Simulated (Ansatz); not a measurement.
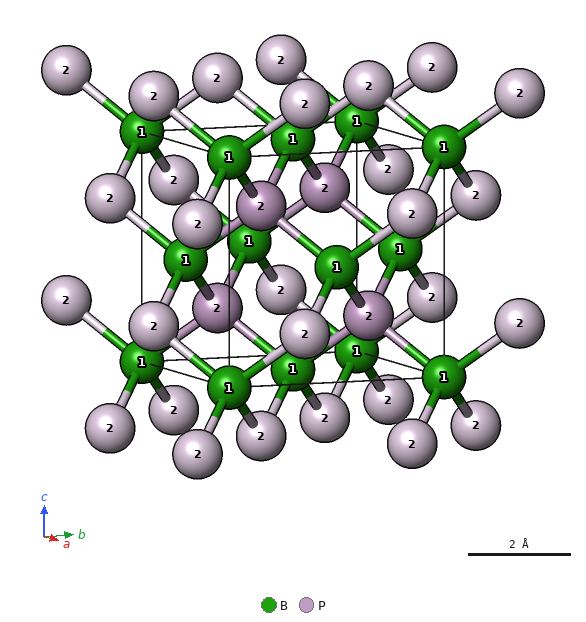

**Figure 1.** The structure as given in the input (ball-and-stick view of the cell 4 times as large as that of the calculation, set on its symmetry axes, seen slightly off an axis; neighbours outside the cell are drawn fainter; atoms are numbered from 1 in the order of the input).

**BP: geometry relaxation**

BP (F-43m, 2 atoms in the cell), computed with DFT PBE, scalar-relativistic, plane waves, PAW, no spin polarisation (Ansatz 0.2.0).

The structure was made by swapping elements on the sites of another compound; it need not be a known phase. It belongs to a series of runs on one base structure; here: Al -> B, N -> P on all its sites, cell and atoms relaxed. Figures and captions count atoms from 1; the log counts them from 0 in places.

Input
```yaml
crystal:
  lattice:
    - [0.0, 2.2734190005, 2.2734190005]
    - [2.2734190005, 0.0, 2.2734190005]
    - [2.2734190005, 2.2734190005, 0.0]
  atoms:
    - { symbol: B, position: [0.0, 0.0, 0.0] }
    - { symbol: P, position: [0.75, 0.75, 0.75] }
basis:
  ecutwfc: 420
kpoints:
  mp_grid: { grid: [10, 10, 10] }
hamiltonian:
  xc: pbe
scf:
  occupations: { method: gaussian, width: 0.02 }
output:
  forces: true
  stress: true
  eigenvalues: true
relax:
  adjacent_minimum: "off"
  f_tol: 0.01
  max_steps: 60
  cell: { stress_tol: 0.1 }
```

Run on 1 thread of Intel Xeon @ 2.90GHz (Ice Lake), 192 GiB of memory available, shared host.

Launched with:
```bash
ansatz run input.yaml --threads 1 --pin off --max-ram 2560MiB --backend cpu --events-out ev --progress --plain --runs-dir out
```

What the program printed
```
Engine: ansatz 0.2.0, x86_64-unknown-linux-gnu
Pseudopotentials: kind: paw
Pseudopotential: B, paw, valence charge 3, recommended cutoff 420 eV (normal), B.paw.azcp
Pseudopotential: P, paw, valence charge 5, recommended cutoff 420 eV (normal), P.paw.azcp
Functional definition: PBE
  parameter kappa = 0.804
  parameter beta = 0.06672455060314922
  exchange = pbe_x(kappa = kappa, mu = beta*pi^2/3)
  correlation = pbe_c(beta = beta)
Crystal: 2 atoms, lattice volume = 23.500 Å³
Basis set: ecut = 420 eV, 459 PW (Γ), exchange–correlation on 48×48×48 points (8 copies of the dense FFT grid, shifted against one another)
Bands: 8, of which v1, the nominal top of the filled ones, is band 4 counted from 1 (3 counted from 0)
Symmetry: 24 space group operations
Space group: F-43m (ITA 216), of the structure as read, at distance tolerance 2.9e-5 Å
k-points: 47 of 1000 (time reversal used)
Non-local potential: B, projectors of the file, l = 0: 2, l = 1: 2, l = 2: 1
Non-local potential: P, projectors of the file, l = 0: 2, l = 1: 2, l = 2: 2
PAW form: soft (Blöchl's): semilocal exchange-correlation on the pseudo side does not see the compensation charge
PAW one-centre angular grid: B, 110 points (default); XC on 64 Gauss nodes
PAW one-centre angular grid: P, 110 points (default); XC on 64 Gauss nodes
Initial density: superposition of atomic densities (neutral atoms: chi_scale 0, normalization atom), corrected by the library's trained network
Initial wavefunctions: pseudopotential atomic-orbital guess
Functional: x = pbe(κ = 0.804, μ = 0.2195149727645171), c = pbe(β = 0.06672455060314922)
SCF iter   1: F=—  HF=-912.446925 eV  |F-HF|=—  |Δ(HF+E_count)|=         —  Δρ=1.57e-3  dr2=5.32e-4  ethr=1.77e-3  ⟨swp⟩=6.1  Hψ=3513  notcnv=0
preconditioner: auto → none  [insulator: Δε(μ)=1.247 eV  Ē_g=12.756 eV  σ=0.020 eV  W_gap=1.00  n_scr=0 (ndim 8)  ℏωp=21.7 eV  f_vac=0.000  D(μ)=0.00/eV (n_scr^D=0)  ε∞_Penn≈3.9]
SCF iter   2: F=—  HF=-912.447023 eV  |F-HF|=—  |Δ(HF+E_count)|=   9.84e-5  Δρ=8.89e-4  dr2=1.86e-4  ethr=6.65e-6  ⟨swp⟩=2.1  Hψ=995  notcnv=0
SCF iter   3: F=—  HF=-912.446985 eV  |F-HF|=—  |Δ(HF+E_count)|=   3.81e-5  Δρ=4.13e-4  dr2=1.95e-5  ethr=2.32e-6  ⟨swp⟩=2.0  Hψ=528  notcnv=0
SCF iter   4: F=—  HF=-912.447009 eV  |F-HF|=—  |Δ(HF+E_count)|=   2.36e-5  Δρ=1.41e-4  dr2=5.93e-6  ethr=2.43e-7  ⟨swp⟩=2.0  Hψ=563  notcnv=0
SCF iter   5: F=—  HF=-912.447007 eV  |F-HF|=—  |Δ(HF+E_count)|=   1.51e-6  Δρ=4.29e-5  dr2=5.52e-7  ethr=7.41e-8  ⟨swp⟩=2.0  Hψ=519  notcnv=0
SCF iter   6: F=-912.447007 eV  HF=-912.447007 eV  |F-HF|=3.46e-8  |Δ(HF+E_count)|=   1.44e-7  Δρ=1.26e-5  dr2=4.77e-8  ethr=1.25e-9  ⟨swp⟩=5.2  Hψ=1873  notcnv=0
SCF 1 converged in 6 iterations: F = -912.447007 eV  dr2 = 4.77e-8
  greatest PAW one-centre occupation: 0.774 electrons in one spin orbital (limit 2), on the P atom at site 1 (counted from 0), in its partial waves of l = 0
relax step   1: F+E_penalty+E_count = -912.44700709 eV  Δ(F+E_penalty+E_count) = +0.000e0 eV  max|allowed force component| = 3.701e-16 eV/Å  Δτ_max = 0.0000 Å  P = +0.172 GPa  Ω = 23.500 Å³  (6 SCF iters, dr2 threshold 1.00e-7 eV, accepted)
Crystal: 2 atoms, lattice volume = 23.514 Å³
Initial density: handed on by an earlier stage of this run
Initial wavefunctions: those handed on with the density
iter 1 solved again at ethr=4.89e-8 eV; its pass at ethr=3.10e-3 eV (dr2=3.92e-6 eV) is discarded
SCF iter   1: F=—  HF=-912.447007 eV  |F-HF|=—  |Δ(HF+E_count)|=         —  Δρ=1.13e-4  dr2=3.97e-6  ethr=4.89e-8  ⟨swp⟩=1.7  Hψ=3421  notcnv=0
preconditioner: auto → none  [insulator: Δε(μ)=1.251 eV  Ē_g=12.752 eV  σ=0.020 eV  W_gap=1.00  n_scr=0 (ndim 8)  ℏωp=21.7 eV  f_vac=0.000  D(μ)=0.00/eV (n_scr^D=0)  ε∞_Penn≈3.9]
SCF iter   2: F=—  HF=-912.447007 eV  |F-HF|=—  |Δ(HF+E_count)|=   8.16e-7  Δρ=2.60e-5  dr2=1.82e-7  ethr=4.89e-8  ⟨swp⟩=2.3  Hψ=544  notcnv=0
SCF iter   3: F=-912.447007 eV  HF=-912.447007 eV  |F-HF|=3.05e-9  |Δ(HF+E_count)|=   4.43e-8  Δρ=9.34e-6  dr2=2.21e-8  ethr=9.25e-10  ⟨swp⟩=5.3  Hψ=1831  notcnv=0
SCF 2 converged in 3 iterations: F = -912.447007 eV  dr2 = 2.21e-8
relax step   2: F+E_penalty+E_count = -912.44700654 eV  Δ(F+E_penalty+E_count) = +5.442e-7 eV  max|allowed force component| = 6.939e-17 eV/Å  Δτ_max = 0.0000 Å  P = +0.075 GPa  Ω = 23.514 Å³  energy of the carried Pulay correction = -1.110e-5 eV  (3 SCF iters, dr2 threshold 7.40e-8 eV, accepted)
Initial wavefunctions: pseudopotential atomic-orbital guess (no wavefunctions were taken with the density)
iter 1 solved again at ethr=1.40e-6 eV; its pass at ethr=3.10e-3 eV (dr2=1.12e-4 eV) is discarded
SCF iter   1: F=—  HF=-912.447006 eV  |F-HF|=—  |Δ(HF+E_count)|=         —  Δρ=8.99e-6  dr2=2.08e-8  ethr=1.40e-6  ⟨swp⟩=2.5  Hψ=4565  notcnv=0
eigensolver tolerance schedule: the retry pair's looser diagonalisation over-reported the residual by 5391.54 of it (diagonalisation noise at an unbounded share of the residual, at the tolerance the schedule requests for it); recorded, not acted on — ethr = c·dr2/N_el stays at c = 1.0e-1
preconditioner: auto → none  [insulator: Δε(μ)=1.252 eV  Ē_g=12.752 eV  σ=0.020 eV  W_gap=1.00  n_scr=0 (ndim 8)  ℏωp=21.7 eV  f_vac=0.000  D(μ)=0.00/eV (n_scr^D=0)  ε∞_Penn≈3.9]
SCF iter   2: F=—  HF=-912.447007 eV  |F-HF|=—  |Δ(HF+E_count)|=   4.13e-7  Δρ=4.45e-6  dr2=4.41e-9  ethr=2.59e-10  ⟨swp⟩=2.9  Hψ=656  notcnv=0
SCF iter   3: F=—  HF=-912.447007 eV  |F-HF|=—  |Δ(HF+E_count)|=  9.38e-10  Δρ=1.87e-6  dr2=1.04e-9  ethr=5.52e-11  ⟨swp⟩=2.0  Hψ=558  notcnv=0
SCF iter   4: F=-912.447007 eV  HF=-912.447007 eV  |F-HF|=1.93e-12  |Δ(HF+E_count)|=  2.59e-10  Δρ=4.38e-7  dr2=3.23e-11  ethr=1.00e-12  ⟨swp⟩=3.9  Hψ=2016  notcnv=0
SCF 3 converged in 4 iterations: F = -912.447007 eV  dr2 = 3.23e-11
relax step   3: F+E_penalty+E_count = -912.44700655 eV  Δ(F+E_penalty+E_count) = -2.520e-9 eV  max|allowed force component| = 7.864e-17 eV/Å  Δτ_max = 0.0000 Å  P = +0.075 GPa  Ω = 23.514 Å³  stress off target by 7.54e-2 GPa  SCF on the basis re-selected at this cell (its energy is not comparable with the rows above)  (4 SCF iters)
```

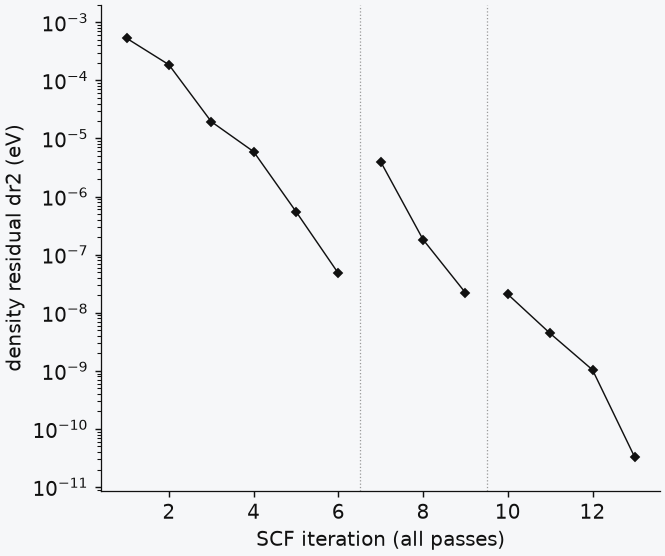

**Figure 2.** Convergence of the self-consistent field: density residual dr2 against the SCF iteration. The dotted lines part the SCF passes of the relaxation: geometry steps, rejected trials and re-solves on a re-selected basis. The passes take 6, 3 and 4 iterations.

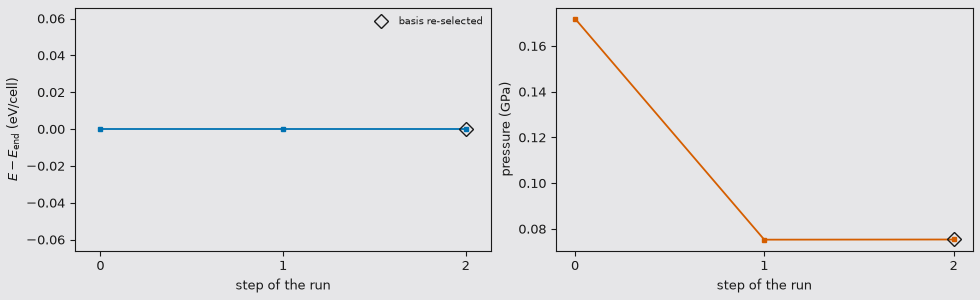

**Figure 3.** Progress of the relaxation, step by step (the first geometry is step 0 here and step 1 in the log). The atoms keep their places (all moves are under 0.005 Å). The lattice vectors keep their values. The space group stays F-43m (No. 216). After 1 geometry step the energy has risen by next to nothing (0.0 meV per cell of the calculation). All forces vanish by symmetry, so only the cell relaxes. Pressure: 0.17 GPa at the start and 0.08 GPa at the end. A last SCF at the same geometry on a re-selected plane-wave basis shifts the energy by next to nothing (0.0 meV per cell of the calculation).

```
basis re-selected at this cell: Δ(F+E_penalty+E_count) = -2.520e-9 eV, ΔP = +0.000 GPa vs the last step (what re-selecting the basis moved, of the pressure what is left beyond the Pulay correction that the steps carried, after the strain that the cell walked since its last selection, with what the two solves' SCF thresholds leave and, on support functions, any second-order correction that the steps lacked; it is no measure of the basis error at this ecutwfc). This SCF's stress stands 7.54e-2 GPa from its target on what of the cell is left free (relax.cell.stress_tol is 1.00e-1 GPa) and its largest allowed force component is 7.86e-17 eV/Å (relax.f_tol is 1.00e-2 eV/Å): within both
SCF converged after 4 iterations
Free energy (F): -912.447007 eV
Harris-Foulkes:  -912.447007 eV  (|F-HF|=1.93e-12)
Internal energy: -912.447007 eV  (E = F + TS)
E sigma→0 (E₀):  -912.447007 eV
Fermi energy:    9.802709 eV
--- Per-component energies (eV) ---
  E_band       = 21.680735
  E_kinetic    = 121.377505
  E_local      = -68.363758  (includes V_loc(G=0)·N_el)
  E_nonlocal   = 44.984947
  E_hartree    = 17.133465
  E_xc         = -94.751533
  E_vxc        = -100.391328  (∫ρ·V_xc dr)
  E_paw        = -647.946659  (= ΣΔE_a)
  E_vpaw       = -10.193545  (= ΣTr[D̂ρ^β])
  E_aug_tail   = 0.000000  (compensation charges beyond the density's cutoff)
  E_ewald      = -284.880974
  E_smearing   = -0.000000  (= −TS)
  E_closure    = 0.000000  (closes the sum)
  Σ components = -912.447007   (vs F -912.447007, Δ=0.00e0)
--- Forces (eV/Å), atoms counted from 1 ---
  atom   1  B     -0.00000000     0.00000000     0.00000000
  atom   2  P      0.00000000     0.00000000     0.00000000
  max |Σ_I F_I| component: 2.54e-16 eV/Å
--- Stress (GPa, compression-positive) ---
        0.075358      -0.000000       0.000000
        0.000000       0.075358       0.000000
        0.000000       0.000000       0.075358
  P = ⅓ Tr σ = 0.0754 GPa (0.754 kbar)
--- Band table (eV; the first three rows and the last of 47) ---
  k-point 0: bands = ["-6.2228", "9.1768", "9.1768", "9.1768", "12.5714", "12.5714", "12.5714", "16.4508"]
  k-point 1: bands = ["-6.0437", "7.8814", "8.8843", "8.8843", "12.9757", "12.9757", "12.9980", "16.9789"]
  k-point 2: bands = ["-5.5133", "5.5503", "8.3286", "8.3286", "13.1813", "13.6901", "13.6901", "18.1701"]
  k-point 46: bands = ["-1.1627", "1.0796", "3.6859", "3.8560", "13.7789", "14.5689", "17.3657", "17.8090"]
--- Relaxed structure (2 steps of the walk, 2 accepted, 1 SCFs on fresh bases) ---
  F+E_penalty+E_count = -912.44700655 eV   max|allowed force component| = 7.864e-17 eV/Å   (the final SCF, on the basis selected at the relaxed cell)
  cell:  # Å, volume = 23.5138 Å³
    - [6.305522890708292e-34, 2.2738628168577097, 2.2738628168577097]
    - [2.2738628168577097, 3.178238305518625e-33, 2.2738628168577097]
    - [2.2738628168577097, 2.2738628168577097, 4.802388141004094e-33]
  atoms:
    - { symbol: B, position: [4.9064181564373015e-34, -4.341650598861785e-34, -5.824165437497516e-34] }
    - { symbol: P, position: [0.75, 0.75, 0.75] }
```

Trajectory as extended XYZ (Å, eV, eV/Å), 3 frames, from step=1 to step=3
```
2
Lattice="0.0000 2.2734 2.2734 2.2734 0.0000 2.2734 2.2734 2.2734 0.0000" Properties=species:S:1:pos:R:3:forces:R:3 step=1 energy=-912.44701 pressure_GPa=0.17
B     0.0000    0.0000    0.0000    0.0000   0.0000   0.0000
P     3.4101    3.4101    3.4101    0.0000   0.0000   0.0000
2
Lattice="0.0000 2.2739 2.2739 2.2739 0.0000 2.2739 2.2739 2.2739 0.0000" Properties=species:S:1:pos:R:3:forces:R:3 step=2 energy=-912.44701 pressure_GPa=0.08
B     0.0000    0.0000    0.0000    0.0000   0.0000   0.0000
P     3.4108    3.4108    3.4108    0.0000   0.0000   0.0000
2
Lattice="0.0000 2.2739 2.2739 2.2739 0.0000 2.2739 2.2739 2.2739 0.0000" Properties=species:S:1:pos:R:3:forces:R:3 step=3 energy=-912.44701 pressure_GPa=0.08
B     0.0000    0.0000    0.0000    0.0000   0.0000   0.0000
P     3.4108    3.4108    3.4108    0.0000   0.0000   0.0000
```

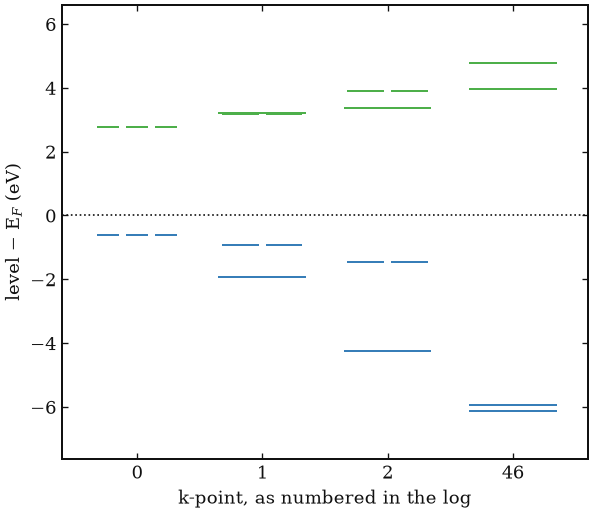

**Figure 4.** Kohn–Sham levels near the Fermi level (dotted) at the few k-points that the log prints; levels within 0.02 eV of each other stand side by side. Among these points the highest filled and lowest empty levels are 3.39 eV apart; the gap on the full mesh, 1.25 eV, has an edge at a point that isn't printed.

Results in brief

| quantity | value |
| --- | --- |
| outcome | converged |
| space group (tolerance 0.01 Å) | F-43m (216) |
| electrons treated | 8 |
| free energy | −912.4470 eV |
| Fermi energy | 9.803 eV |
| gap on the k-point mesh | 1.25 eV |
| pressure | 0.08 GPa |
| final volume | 23.51 Å³ |
| largest force (length of the vector) at the end | under 0.001 eV/Å |
| final cell | a = 3.216 Å, b = 3.216 Å, c = 3.216 Å, α = 60.00°, β = 60.00°, γ = 60.00° |
| wall time | 3.7 s |
| peak memory | 0.35 GiB |
